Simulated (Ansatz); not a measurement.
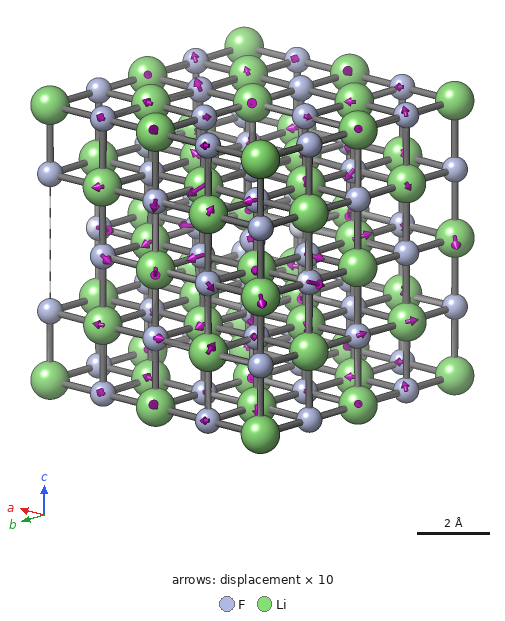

A relaxation of a defect cell of composition F$_{33}$Li$_{31}$ (cell charge +2). The starting structure is drawn faded, the final one solid; purple arrows show the displacements, 10 times their true length.

The picture is a ball-and-stick view of the cell of the calculation, seen from a free direction.

All numbers below come from DFT, PBEsol, PAW, plane waves (Ansatz 0.2.0). Set-up: plane-wave cutoff 420 eV; k-point mesh 1 × 1 × 1; mesh shifted by (0.25, 0.25, 0.25); collinear spin; atoms relaxed in a fixed cell; force threshold 0.03 eV/Å; at most 80 steps.

### Which element moves most?

Fluorine: up to 0.13 Å, against 0.07 Å for lithium.

### What did the optimiser do to the structure, and how much energy did it gain?

Over 3 geometry steps the energy falls by 0.388 eV per cell of the calculation. The largest force component goes from 1.1 to 0.023 eV/Å. The atom that moves furthest is an F atom (0.13 Å along [0 −3 1]). Largest moves by element: F 0.13 Å, Li 0.07 Å. The lattice vectors keep their values. Near-neighbour distances that change, for instance: F–Li 1.908 → 2.009 Å, F–Li 2.028 → 1.928 Å, F–Li 2.085 → 2.002 Å, F–Li 2.003 → 1.928 Å. Among the angles between lasting bonds that change: F–Li–F 92.7° → 87.5°, Li–F–Li 86.6° → 91.6°, F–Li–F 88.2° → 93.1°. The run took 2.8 s on 1 × NVIDIA GB200 with 8 threads of Arm Neoverse-V2, peak memory 1.6 GiB.

Limits of the set-up: the periodic images lie only 8.0 Å apart, so the values are limited by the cell's size; the cell is charged, on a uniform background, and energies carry no finite-size correction.
